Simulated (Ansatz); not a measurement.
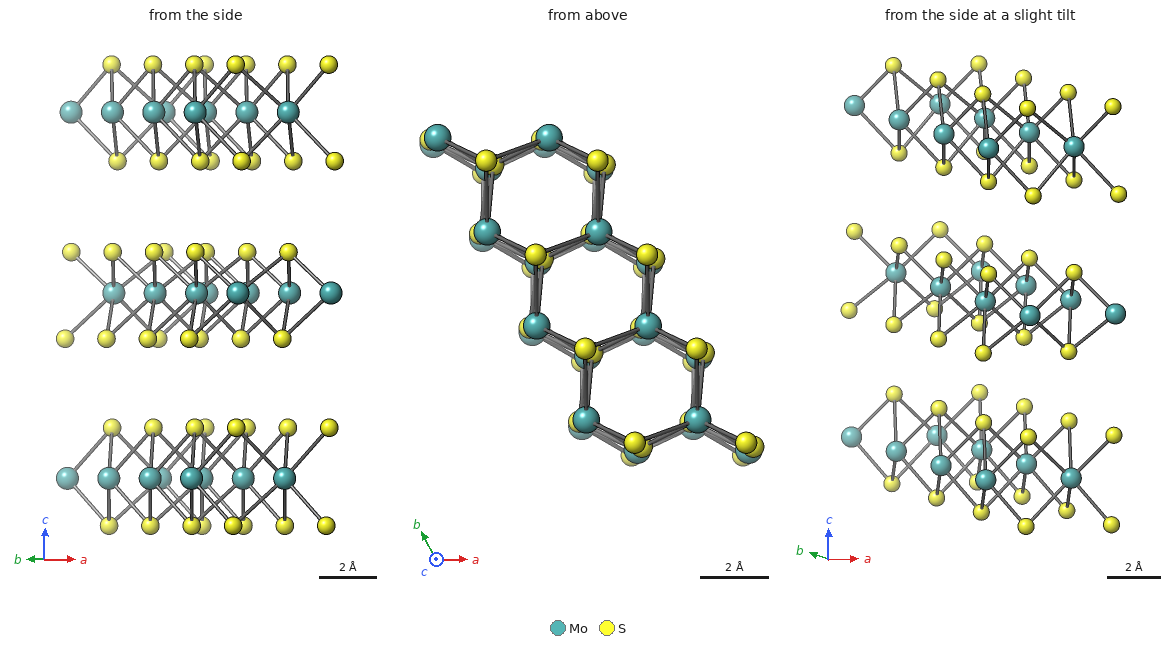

A ball-and-stick picture of a periodic slab, seen from the side, from above and from the side at a slight tilt. The surface normal points up in side views; the vacuum is left out. 2×4 cells are drawn in the plane, with atoms at the edges repeated.

The cell holds 3 Mo, 6 S.

**Name the terminations.**

The top face ends in S, the bottom face in S. The two faces are alike.

**What is the slab's thickness, atom centre to atom centre?**

About 16 Å from the lowest to the highest atom.

**State the number of planes and their content from above.**

Nine planes: S / Mo / S / S / Mo / S / S / Mo / S.

It derives from a structure listed in the Materials Project. The cell was then strained or its atoms displaced on purpose. Ansatz was used for an electronic-structure calculation on it.

At this level of theory the run's own cell isn't at rest (stretched, at -8 GPa and forces up to 3.2 eV/Å), so its distances can differ from those at equilibrium, the more so the softer the solid.
